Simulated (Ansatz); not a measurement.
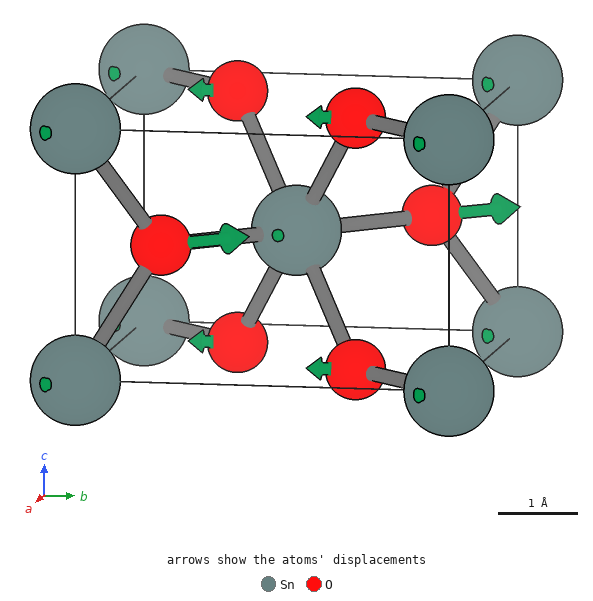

One vibrational mode of a crystal of SnO₂ at the zone centre. The green arrows are the displacements of the atoms (eigenvector over the root of the mass), of arbitrary overall length and sign. Style: ball-and-stick. Shown: the cell of the calculation, slightly off an axis.

Method: DFT PBE, scalar-relativistic, plane waves, PAW (Ansatz 0.2.0). (plane-wave cutoff 420 eV; k-point mesh 6 × 6 × 8; occupations fixed; no spin polarisation)

Frequencies are those without the non-analytic (LO–TO) term.

Give the symmetry, activity and frequency of this mode.

This is the E_u mode (doubly degenerate; one member of the set is drawn) at 67.9 meV, optical level 9 of 11, counted from below, infrared-active by symmetry. It stretches the shortest O–Sn bonds (2.09 Å); the kinetic energy is shared as O 92 %, Sn 8 %. Its infrared intensity is 45 (D/Å)²/amu for the set.
